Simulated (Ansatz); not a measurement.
## Geometry relaxation, with input and output: InSe (part 1 of 2)

- system: InSe (P6₃/mmc, 8 atoms in the cell)
- method: DFT PBE, scalar-relativistic, plane waves, PAW, no spin polarisation (Ansatz 0.2.0)

The structure was made by a generator, so it may or may not be a known phase. Figures and captions count atoms from 1; the log counts them from 0 in places.

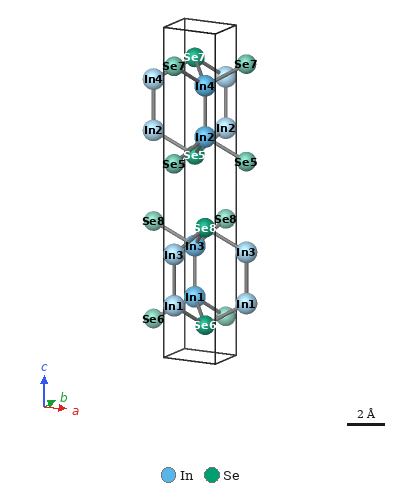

The structure as given in the input (ball-and-stick view of the cell of the calculation, seen slightly off an axis; neighbours outside the cell are drawn fainter; atoms are numbered from 1 in the order of the input). An atom can appear more than once, as a periodic image. Near neighbours in the periodic cell (some may lie outside the picture): In has 1 In at 2.80 Å and 3 Se at 2.65 Å; Se has 3 In at 2.65 Å.

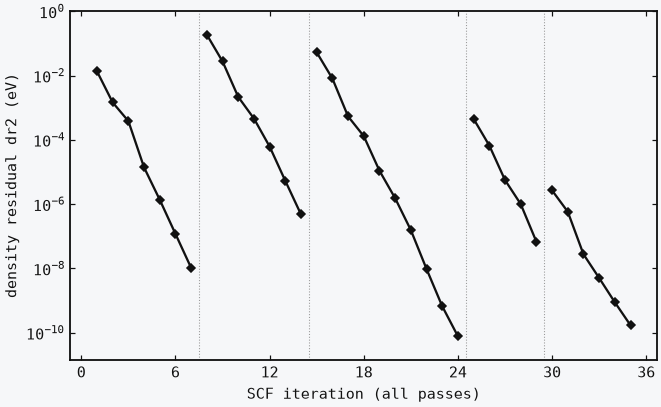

Convergence of the self-consistent field: density residual dr2 against the SCF iteration. The dotted lines part the SCF passes of the relaxation: geometry steps, rejected trials and re-solves on a re-selected basis. The 5 passes take 5 to 10 iterations each, 35 in all.

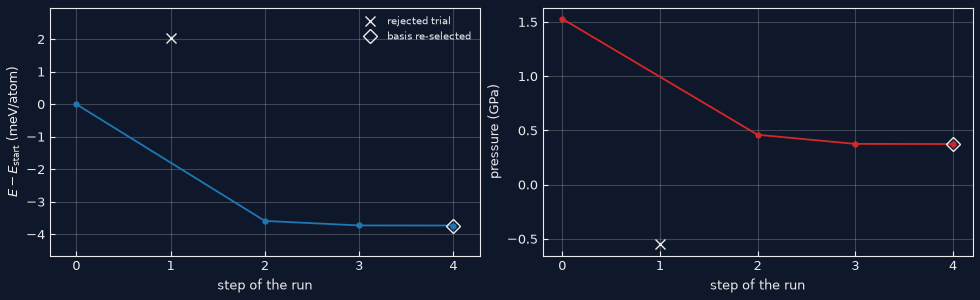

Progress of the relaxation, step by step (the first geometry is step 0 here and step 1 in the log).

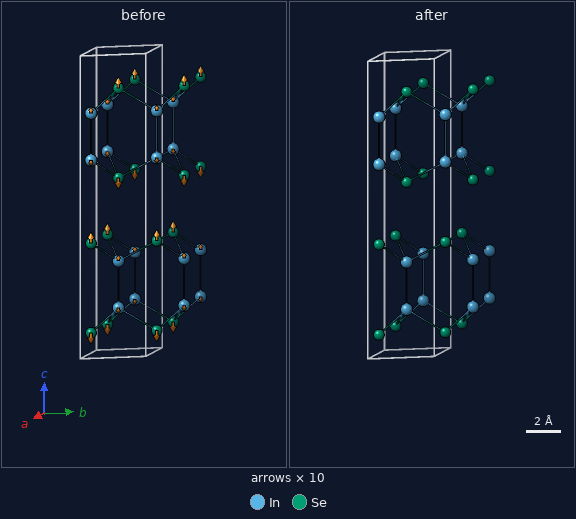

Before (left) and after (right) the relaxation, at one scale (ball-and-stick view of the cell of the calculation, repeated 2 × 2 × 1, seen slightly off an axis). The orange arrows give the displacements (without the part carried along by the change of the cell), magnified 10 times. The largest moves relative to the cell, 0.073 Å, are those of Se5, Se6, Se7 and Se8. Largest moves by element: Se 0.073 Å, In 0.037 Å. The drawn cell changes at constant volume: a = b 4.036 → 4.072 Å (+0.9 %), c 18.026 → 17.712 Å (−1.7 %). Among the contacts that change: In1–In3 2.795 → 2.820 Å, In1–Se6 2.651 → 2.676 Å. The space group stays P6_3/mmc (No. 194). The energy falls by 3.7 meV per atom in 3 geometry steps. The largest force component goes from 0.23 to 0.0072 eV/Å. Pressure: 1.53 GPa at the start and 0.38 GPa at the end. The line search rejected the trial step at point 1 (counted from 0) and went back. A last SCF at the same geometry on a re-selected plane-wave basis shifts the energy by next to nothing (0.0 meV per atom). (Atoms are counted from 1 in the order of the input.)

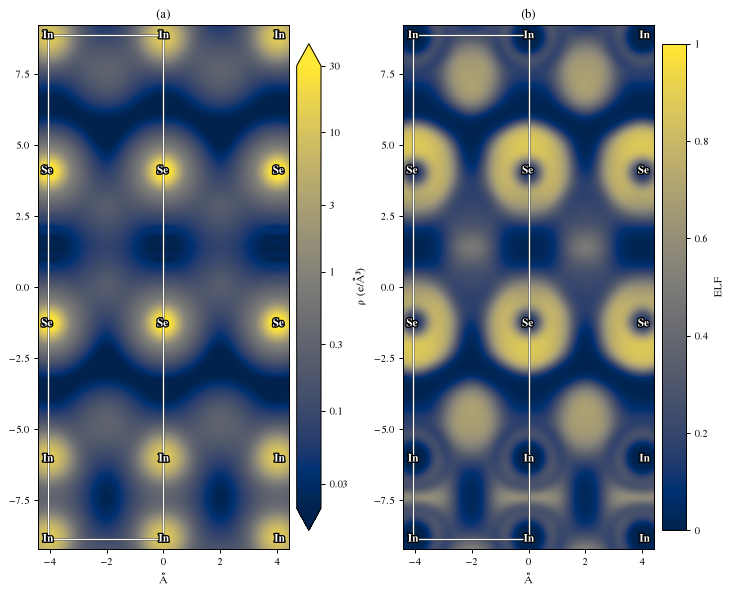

(a) valence electron density; (b) ELF on the (010) plane of the conventional cell. Atoms in the plane: In and Se. In–In (2.82 Å): ρ is about 0.33 e/Å³ halfway; the ELF is about 0.55 at the midpoint. Away from the nuclei the density in this plane falls to 0.006 e/Å³ at its lowest. In a PAW calculation such maps are meaningful between the atoms, not at the nuclei.

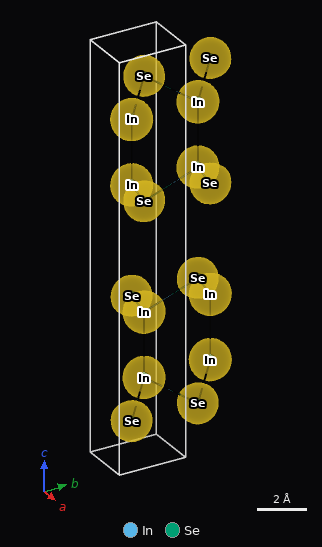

Isosurface of the valence charge density (pseudo) at 0.8 e/Å³ (yellow), seen slightly off an axis. Sticks mark near contacts. The outline is the cell set on symmetry axes. At this value the density breaks into separate islands; it holds about 70 % of the electrons treated as valence (semicore included). It is pinched off along the In–Se (2.68 Å) and In–In (2.82 Å) contacts. On the grid the lowest density along these lines, outside the cores, is 0.37 e/Å³ (In–Se, 2.68 Å) and 0.33 e/Å³ (In–In, 2.82 Å).

The input that produced these results follows, with the program's output.

**Input**
```yaml
crystal:
  lattice:
    - [4.0362225863, 0.0, 0.0]
    - [-2.0181112931, 3.495471295, 0.0]
    - [0.0, 0.0, 18.026135114]
  atoms:
    - { symbol: In, position: [0.3333333333, 0.6666666667, 0.1724674677] }
    - { symbol: In, position: [0.6666666667, 0.3333333333, 0.6724674677] }
    - { symbol: In, position: [0.3333333333, 0.6666666667, 0.3275325323] }
    - { symbol: In, position: [0.6666666667, 0.3333333333, 0.8275325323] }
    - { symbol: Se, position: [0.3333333333, 0.6666666667, 0.6023185495] }
    - { symbol: Se, position: [0.6666666667, 0.3333333333, 0.1023185495] }
    - { symbol: Se, position: [0.3333333333, 0.6666666667, 0.8976814505] }
    - { symbol: Se, position: [0.6666666667, 0.3333333333, 0.3976814505] }
basis:
  ecutwfc: 420
kpoints:
  mp_grid: { grid: [12, 12, 2] }
hamiltonian:
  xc: pbe
scf:
  occupations: { method: gaussian, width: 0.02 }
output:
  forces: true
  stress: true
  eigenvalues: true
  write_density: true
  write_potential: true
  elf: true
  volumetric_format: npy
relax:
  adjacent_minimum: "off"
  f_tol: 0.01
  max_steps: 30
  cell: { stress_tol: 0.1, fix: [volume] }
```

Launch command:
```bash
ansatz run input.yaml --threads 1 --pin off --max-ram 2560MiB --backend cpu --events-out ev --progress --plain --runs-dir out
```

**What the program printed**
```
Engine: ansatz 0.2.0, x86_64-unknown-linux-gnu
Pseudopotentials: kind: paw
Pseudopotential: In, paw, valence charge 13, recommended cutoff 420 eV (normal), In.paw.azcp
Pseudopotential: Se, paw, valence charge 16, recommended cutoff 420 eV (normal), Se.paw.azcp
Functional definition: PBE
  parameter kappa = 0.804
  parameter beta = 0.06672455060314922
  exchange = pbe_x(kappa = kappa, mu = beta*pi^2/3)
  correlation = pbe_c(beta = beta)
Crystal: 8 atoms, lattice volume = 254.322 Å³
Basis set: ecut = 420 eV, 4969 PW (Γ), exchange–correlation on 54×54×250 points (8 copies of the dense FFT grid, shifted against one another)
Bands: 70, of which v1, the nominal top of the filled ones, is band 58 counted from 1 (57 counted from 0)
Symmetry: 24 space group operations
Space group: P63/mmc (ITA 194), of the structure as read, at distance tolerance 6.3e-5 Å
k-points: 38 of 288
Non-local potential: In, projectors of the file, l = 0: 2, l = 1: 2, l = 2: 2, l = 3: 2
Non-local potential: Se, projectors of the file, l = 0: 2, l = 1: 2, l = 2: 3, l = 3: 1
PAW form: soft (Blöchl's): semilocal exchange-correlation on the pseudo side does not see the compensation charge
PAW one-centre angular grid: In, 590 points (default); XC on 64 Gauss nodes
PAW one-centre angular grid: Se, 590 points (default); XC on 64 Gauss nodes
Initial density: superposition of atomic densities (neutral atoms: chi_scale 0, normalization atom), corrected by the library's trained network
Initial wavefunctions: pseudopotential atomic-orbital guess
Functional: x = pbe(κ = 0.804, μ = 0.2195149727645171), c = pbe(β = 0.06672455060314922)
SCF iter   1: F=—  HF=-44271.862916 eV  |F-HF|=—  |Δ(HF+E_count)|=         —  Δρ=1.69e-3  dr2=1.36e-2  ethr=1.77e-3  ⟨swp⟩=6.2  Hψ=10377  notcnv=0
preconditioner: auto → Resta (q_TF=auto, 2.394 Å⁻¹)  ε∞=3.1  [insulator: Δε(μ)=0.751 eV  Ē_g=13.909 eV  σ=0.020 eV  W_gap=1.00  n_scr=66 (ndim 8)  ℏωp=20.3 eV  f_vac=0.161  D(μ)=0.00/eV (n_scr^D=0)  ε∞_Penn≈3.1]
SCF iter   2: F=—  HF=-44271.859289 eV  |F-HF|=—  |Δ(HF+E_count)|=   3.63e-3  Δρ=7.18e-4  dr2=1.46e-3  ethr=1.17e-5  ⟨swp⟩=2.0  Hψ=4684  notcnv=0  defer=288
SCF iter   3: F=—  HF=-44271.859496 eV  |F-HF|=—  |Δ(HF+E_count)|=   2.07e-4  Δρ=3.69e-4  dr2=3.85e-4  ethr=1.26e-6  ⟨swp⟩=2.8  Hψ=4159  notcnv=0  defer=288
SCF iter   4: F=—  HF=-44271.859712 eV  |F-HF|=—  |Δ(HF+E_count)|=   2.17e-4  Δρ=6.50e-5  dr2=1.39e-5  ethr=3.32e-7  ⟨swp⟩=2.0  Hψ=3056  notcnv=0  defer=288
SCF iter   5: F=—  HF=-44271.859746 eV  |F-HF|=—  |Δ(HF+E_count)|=   3.35e-5  Δρ=1.76e-5  dr2=1.37e-6  ethr=1.19e-8  ⟨swp⟩=2.0  Hψ=4540  notcnv=0  defer=288
SCF iter   6: F=—  HF=-44271.859747 eV  |F-HF|=—  |Δ(HF+E_count)|=   1.46e-6  Δρ=6.73e-6  dr2=1.19e-7  ethr=1.18e-9  ⟨swp⟩=2.0  Hψ=4576  notcnv=0  defer=288
SCF iter   7: F=-44271.859747 eV  HF=-44271.859747 eV  |F-HF|=2.18e-8  |Δ(HF+E_count)|=   1.43e-7  Δρ=2.08e-6  dr2=1.04e-8  ethr=8.62e-11  ⟨swp⟩=13.2  Hψ=20771  notcnv=0
SCF 1 converged in 7 iterations: F = -44271.859747 eV  dr2 = 1.04e-8
  greatest PAW one-centre occupation: 1.000 electrons in one spin orbital (limit 2), on the Se atom at site 7 (counted from 0), in its partial waves of l = 2
relax step   1: F+E_penalty+E_count = -44271.85974742 eV  Δ(F+E_penalty+E_count) = +0.000e0 eV  max|allowed force component| = 2.272e-1 eV/Å  Δτ_max = 0.0000 Å  P = +1.530 GPa  Ω = 254.322 Å³  fix = [volume]  reactions: volume +1.530 GPa  (7 SCF iters, dr2 threshold 1.00e-7 eV, accepted)
Basis set: ecut = 420 eV, 4931 PW (Γ), exchange–correlation on 54×54×250 points (8 copies of the dense FFT grid, shifted against one another)
Initial density: handed on by an earlier stage of this run
Initial wavefunctions: those handed on with the density
iter 1 solved again at ethr=1.60e-4 eV; its pass at ethr=3.10e-3 eV (dr2=1.86e-1 eV) is discarded
SCF iter   1: F=—  HF=-44271.906796 eV  |F-HF|=—  |Δ(HF+E_count)|=         —  Δρ=9.34e-3  dr2=1.87e-1  ethr=1.60e-4  ⟨swp⟩=2.4  Hψ=11073  notcnv=0
preconditioner: auto → Resta (q_TF=auto, 2.394 Å⁻¹)  ε∞=3.2  [insulator: Δε(μ)=0.487 eV  Ē_g=13.751 eV  σ=0.020 eV  W_gap=1.00  n_scr=66 (ndim 8)  ℏωp=20.3 eV  f_vac=0.126  D(μ)=0.00/eV (n_scr^D=0)  ε∞_Penn≈3.2]
SCF iter   2: F=—  HF=-44271.848150 eV  |F-HF|=—  |Δ(HF+E_count)|=   5.86e-2  Δρ=3.93e-3  dr2=2.77e-2  ethr=1.60e-4  ⟨swp⟩=3.9  Hψ=5228  notcnv=0
SCF iter   3: F=—  HF=-44271.842642 eV  |F-HF|=—  |Δ(HF+E_count)|=   5.51e-3  Δρ=8.69e-4  dr2=2.18e-3  ethr=2.38e-5  ⟨swp⟩=3.0  Hψ=5462  notcnv=0
SCF iter   4: F=—  HF=-44271.843134 eV  |F-HF|=—  |Δ(HF+E_count)|=   4.93e-4  Δρ=3.97e-4  dr2=4.63e-4  ethr=1.88e-6  ⟨swp⟩=2.0  Hψ=5319  notcnv=0
SCF iter   5: F=—  HF=-44271.843324 eV  |F-HF|=—  |Δ(HF+E_count)|=   1.90e-4  Δρ=1.49e-4  dr2=6.22e-5  ethr=3.99e-7  ⟨swp⟩=3.0  Hψ=4880  notcnv=0
SCF iter   6: F=—  HF=-44271.843352 eV  |F-HF|=—  |Δ(HF+E_count)|=   2.82e-5  Δρ=3.29e-5  dr2=5.32e-6  ethr=5.36e-8  ⟨swp⟩=2.2  Hψ=4195  notcnv=0
SCF iter   7: F=-44271.843359 eV  HF=-44271.843359 eV  |F-HF|=3.12e-7  |Δ(HF+E_count)|=   6.25e-6  Δρ=1.11e-5  dr2=4.80e-7  ethr=6.90e-10  ⟨swp⟩=11.8  Hψ=23315  notcnv=0
SCF 2 converged in 7 iterations: F = -44271.843359 eV  dr2 = 4.80e-7
relax step   2: F+E_penalty+E_count = -44271.84335897 eV  Δ(F+E_penalty+E_count) = +1.639e-2 eV  max|allowed force component| = 2.988e-1 eV/Å  Δτ_max = 0.1394 Å  P = -0.549 GPa  Ω = 254.322 Å³  energy of the carried Pulay correction = -2.175e-17 eV  fix = [volume]  (7 SCF iters, dr2 threshold 8.00e-7 eV, rejected (line search))
iter 1 solved again at ethr=4.71e-5 eV; its pass at ethr=3.10e-3 eV (dr2=5.47e-2 eV) is discarded
SCF iter   1: F=—  HF=-44271.906160 eV  |F-HF|=—  |Δ(HF+E_count)|=         —  Δρ=4.76e-3  dr2=5.31e-2  ethr=4.71e-5  ⟨swp⟩=2.5  Hψ=10255  notcnv=0
preconditioner: auto → Resta (q_TF=auto, 2.394 Å⁻¹)  ε∞=3.2  [insulator: Δε(μ)=0.648 eV  Ē_g=13.809 eV  σ=0.020 eV  W_gap=1.00  n_scr=66 (ndim 8)  ℏωp=20.3 eV  f_vac=0.140  D(μ)=0.00/eV (n_scr^D=0)  ε∞_Penn≈3.2]
SCF iter   2: F=—  HF=-44271.889890 eV  |F-HF|=—  |Δ(HF+E_count)|=   1.63e-2  Δρ=2.00e-3  dr2=8.14e-3  ethr=4.58e-5  ⟨swp⟩=3.8  Hψ=5022  notcnv=0
SCF iter   3: F=—  HF=-44271.888217 eV  |F-HF|=—  |Δ(HF+E_count)|=   1.67e-3  Δρ=4.19e-4  dr2=5.39e-4  ethr=7.02e-6  ⟨swp⟩=2.6  Hψ=5066  notcnv=0
SCF iter   4: F=—  HF=-44271.888370 eV  |F-HF|=—  |Δ(HF+E_count)|=   1.53e-4  Δρ=1.89e-4  dr2=1.31e-4  ethr=4.64e-7  ⟨swp⟩=2.0  Hψ=5057  notcnv=0
SCF iter   5: F=—  HF=-44271.888405 eV  |F-HF|=—  |Δ(HF+E_count)|=   3.50e-5  Δρ=5.54e-5  dr2=1.10e-5  ethr=1.13e-7  ⟨swp⟩=2.0  Hψ=4560  notcnv=0
SCF iter   6: F=—  HF=-44271.888455 eV  |F-HF|=—  |Δ(HF+E_count)|=   5.00e-5  Δρ=1.68e-5  dr2=1.53e-6  ethr=9.50e-9  ⟨swp⟩=2.0  Hψ=4864  notcnv=0
SCF iter   7: F=—  HF=-44271.888441 eV  |F-HF|=—  |Δ(HF+E_count)|=   1.41e-5  Δρ=6.85e-6  dr2=1.56e-7  ethr=1.32e-9  ⟨swp⟩=2.0  Hψ=4864  notcnv=0
SCF iter   8: F=—  HF=-44271.888441 eV  |F-HF|=—  |Δ(HF+E_count)|=   2.60e-7  Δρ=1.82e-6  dr2=9.64e-9  ethr=1.34e-10  ⟨swp⟩=2.0  Hψ=4864  notcnv=0
SCF iter   9: F=—  HF=-44271.888441 eV  |F-HF|=—  |Δ(HF+E_count)|=   3.39e-8  Δρ=4.62e-7  dr2=6.67e-10  ethr=8.31e-12  ⟨swp⟩=2.1  Hψ=4075  notcnv=0
SCF iter  10: F=-44271.888441 eV  HF=-44271.888441 eV  |F-HF|=1.24e-10  |Δ(HF+E_count)|=   2.64e-9  Δρ=1.70e-7  dr2=7.75e-11  ethr=1.00e-12  ⟨swp⟩=7.2  Hψ=13122  notcnv=0
SCF 3 converged in 10 iterations: F = -44271.888441 eV  dr2 = 7.75e-11
relax step   3: F+E_penalty+E_count = -44271.88844133 eV  Δ(F+E_penalty+E_count) = -2.869e-2 eV  max|allowed force component| = 5.912e-3 eV/Å  Δτ_max = 0.0677 Å  P = +0.461 GPa  Ω = 254.322 Å³  energy of the carried Pulay correction = -2.175e-17 eV  fix = [volume]  reactions: volume +0.461 GPa  (10 SCF iters, accepted)
Basis set: ecut = 420 eV, 4943 PW (Γ), exchange–correlation on 54×54×250 points (8 copies of the dense FFT grid, shifted against one another)
iter 1 solved again at ethr=4.85e-7 eV; its pass at ethr=3.10e-3 eV (dr2=5.63e-4 eV) is discarded
```
